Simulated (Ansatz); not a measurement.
SnO$_{2}$

The calculation's input:

```
crystal:
  lattice:
    - [3.5490131225, 0.0, 0.0]
    - [0.0, 3.5490131225, 0.0]
    - [0.0, 0.0, 5.4292608834]
  atoms:
    - { symbol: Sn, position: [0.5, 0.5, 0.5] }
    - { symbol: Sn, position: [0.0, 0.0, 0.0] }
    - { symbol: O, position: [0.0, 0.5, 0.6771525376] }
    - { symbol: O, position: [0.5, 0.0, 0.8228474624] }
    - { symbol: O, position: [0.5, 0.0, 0.3228474624] }
    - { symbol: O, position: [0.0, 0.5, 0.1771525376] }
kpoints:
  mp_grid: { grid: [8, 8, 6] }
  band_path:
    path:
      - [0.0, 0.0, 0.0]
      - [0.0, 0.5, 0.0]
      - [0.5, 0.5, 0.0]
      - [0.0, 0.0, 0.5]
      - [0.0, 0.5, 0.5]
      - [0.5, 0.5, 0.5]
    npoints: 1
hamiltonian:
  xc: pbe
scf:
  occupations: { method: fermi_dirac, width: 0.02 }
  n_extra_bands: 10
magnetization:
  noncollinear: true
  spin_orbit: true
output:
  forces: true
  stress: true
  eigenvalues: true
  write_density: true
  write_potential: true
  elf: true
  volumetric_format: npy
```

Below, planes, directions and counts refer to the conventional cell (a = 3.55 Å, b = 3.55 Å, c = 5.43 Å, α = 90.00°, β = 90.00°, γ = 90.00°).

Space group P4₂/nmc; a structure from a database of computed crystals, not necessarily the ambient phase; started from the tetragonal host prototype, which need not be the ambient phase; computed pressure about 8 GPa in this cell.

All numbers below come from Ansatz, DFT, PBE with spin-orbit coupling, plane waves, PAW.

In a PAW calculation such maps are meaningful between the atoms, not at the nuclei.

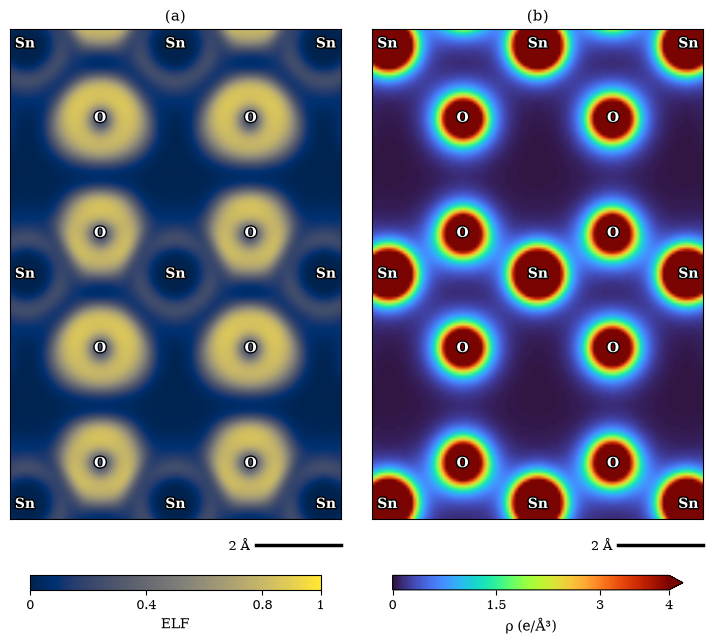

Figure 1. (a) electron localisation function; (b) valence charge density (pseudo) on the (100) plane of the conventional cell.

Question: Interpret the plot.

Answer:
- Atoms in the plane: Sn and O.
- Sn–O (2.02 Å): ρ at the midpoint is about 0.73 e/Å³; the ELF peaks at about 0.80 in the valence shell of O, 0.6 Å from its nucleus, and is about 0.25 at the midpoint; no localised pair shows between them.
- Between the atoms the lowest density in this plane is 0.02 e/Å³.

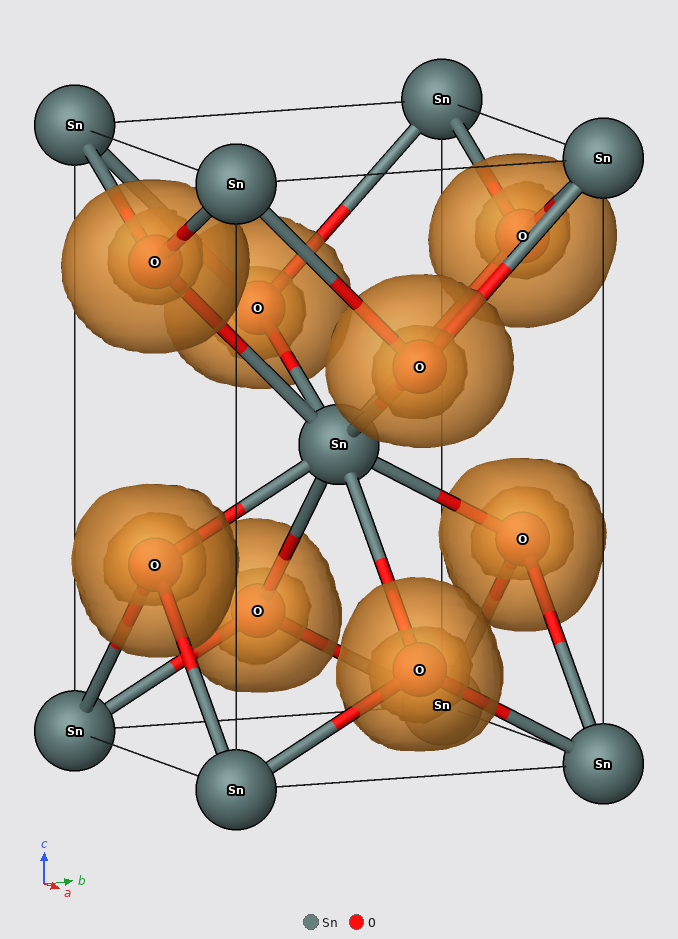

Figure 2. Isosurface of the electron localisation function at 0.75 (orange), seen slightly off an axis. Only the valence region is drawn (cores and ρ < 0.01 e/Å³ removed). Sticks mark near contacts.

Question: Where are the electrons localised?

Answer: The surface consists of four regions wrapped around O (the valence shell of each), counted in one cell of 6 atoms. Regions shared between cells count once.

Question: Metal or insulator at this level of theory?

Answer: It is gapped, with a Kohn–Sham gap of 1.1 eV on the k-point mesh (the band edges may lie off the mesh, which would make the gap smaller).
